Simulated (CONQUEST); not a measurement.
## BeS: 7 runs along one coordinate

System: BeS (4 atoms in the cell).
Method: Kohn-Sham DFT of a periodic cell, PBEsol, PseudoDojo NC PBEsol, no spin polarisation (CONQUEST 1.3).

The 7 runs differ only in the geometry, by an even scaling of the cell at fixed fractional positions. The structure derives from an entry of the Crystallography Open Database.

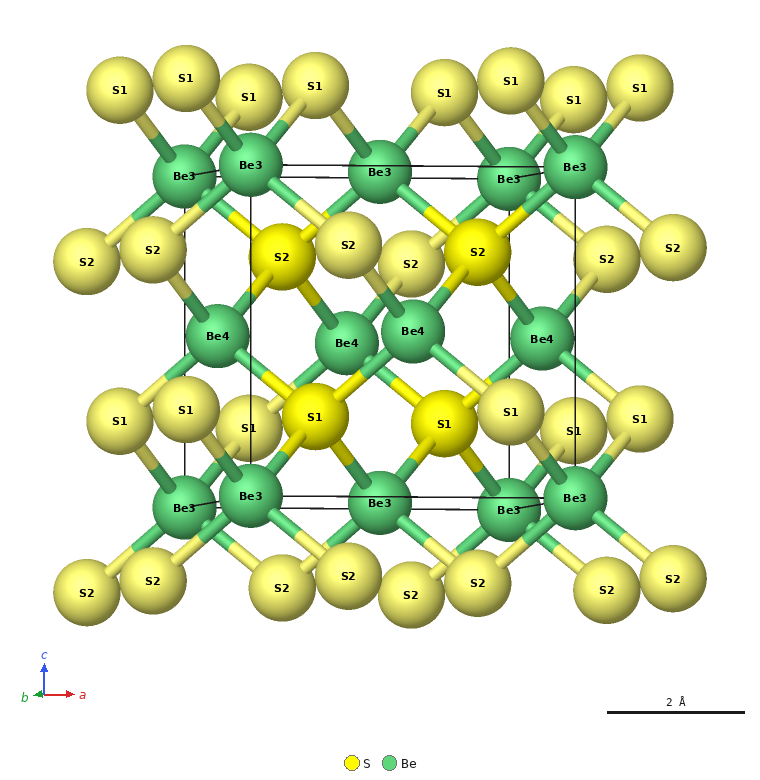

Figure 1. The structure of run 4 (ball-and-stick view of the cell 2 times as large as that of the calculation, set on its symmetry axes, seen at an oblique angle; neighbours outside the cell are drawn fainter; atoms are numbered from 1 in the order of the input). An atom can appear more than once, as a periodic image.

### Input of run 4
```
IO.Title BeS
IO.Coordinates coords.dat
IO.FractionalAtomicCoords T
IO.Iprint 2
IO.Iprint_init 1
General.NumberOfSpecies 2
General.PseudopotentialType hamann
AtomMove.TypeOfRun static
AtomMove.FullStress T
Grid.PointsAlongX 32
Grid.PointsAlongY 32
Grid.PointsAlongZ 48
DM.SolutionMethod diagon
Diag.MPMesh T
Diag.GammaCentred T
Diag.MPMeshX 8
Diag.MPMeshY 8
Diag.MPMeshZ 6
Diag.kT 0.00183747
minE.SCTolerance 1e-6
SC.MaxIters 100
IO.AtomChargeOutput T
%block ChemicalSpeciesLabel
1 32.070 S
2 9.010 Be
%endblock
```

Command:
```bash
OMP_NUM_THREADS=1 Conquest
```

Lattice vectors (Å) and fractional positions of run 4:
```
   3.429468    0.000000    0.000000
   0.000000    3.429468    0.000000
   0.000000    0.000000    4.850000
S   0.000000  0.500000  0.250000
S   0.500000  0.000000  0.750000
Be  0.000000  0.000000  0.000000
Be  0.500000  0.500000  0.500000
```

Run 5 has the same physical settings and fractional positions; its lattice vectors (Å) are:
```
   3.452180    0.000000    0.000000
   0.000000    3.452180    0.000000
   0.000000    0.000000    4.882120
```

### Results, with one run withheld

```tsv
run	volume per atom (Å³)	free energy per atom, from the lowest run given (meV)	pressure (GPa)	gap on the mesh (eV)
1	13.405	22.81	7.77	2.83
2	13.690	11.25	5.42	2.89
3	13.975	3.57	3.20	2.95
4	14.261	0.00	0.93	3.00
5	14.546	?	?	?
6	14.831	2.64	−2.14	3.09
7	15.116	7.79	−3.68	3.14
```

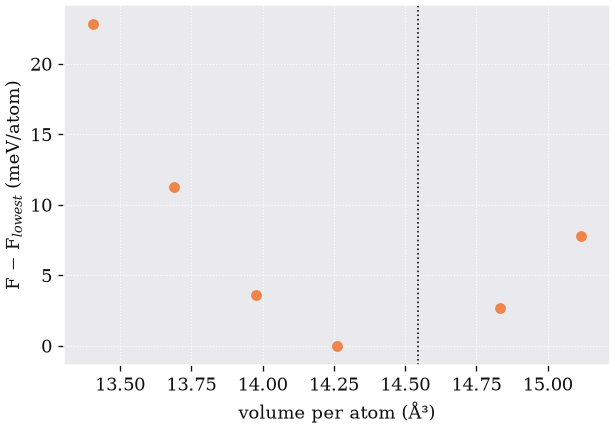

Figure 2. Free energy per atom of the runs given; the dotted line marks run 5.

What should run 5 give?

A cubic polynomial in V^(−2/3) (the Birch–Murnaghan form), fitted to the 6 runs given, misses them by at most 0.16 meV per atom. With x = V^(−2/3) − 0.17060 Å⁻², it reads F = 0.60606 + 1168.7 x + 3.2299e+05 x² + 1.4556e+06 x³ (meV per atom). At run 5 it gives −0.18 meV per atom, and the run itself gives 0.07. The slope of the fit gives a pressure −dF/dV of −0.73 GPa there, and the run prints −0.82 GPa. The two needn't agree exactly: the fit is approximate, and the printed stress is taken on a finite basis. The fit has its minimum at 14.423 Å³ per atom, where V d²F/dV² gives 88.6 GPa: the bulk modulus at this level, since symmetry fixes the shape and the positions. The gap on the mesh goes, without turning, from 2.83 eV in run 1 to 3.14 eV in run 7; run 5 has 3.05 eV. These are gaps of this functional on this mesh, which can miss the band edges; they aren't the measured gap.

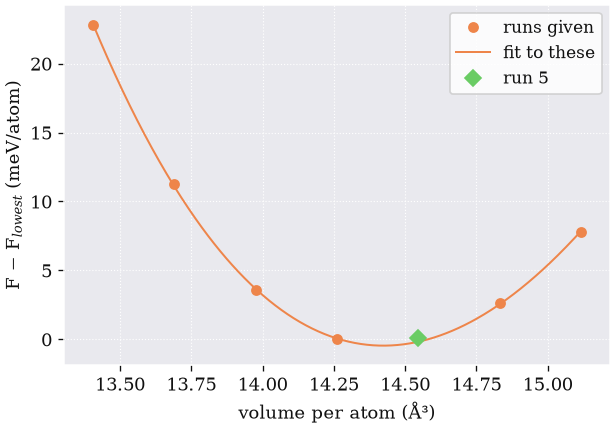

Figure 3. The fit and the withheld run.

### Some lines of the output (run 5)
```
[...]
      Using Fermi-Dirac smearing
          DFT Total Energy                 :       -49.916249874903826 Ha
          DFT Total Energy                 :       -49.918094512067029 Ha
          DFT Total Energy                 :       -49.918206807799208 Ha
          DFT Total Energy                 :       -49.918207292439646 Ha
          DFT Total Energy                 :       -49.918207607686099 Ha
          DFT Total Energy                 :       -49.918207607938712 Ha
      |* DFT total energy        =       -49.918207607938712 Ha
    force: Average pressure:     -0.81708130 GPa
```

Notes: With a small basis of atomic orbitals these values can differ much from converged plane-wave results.
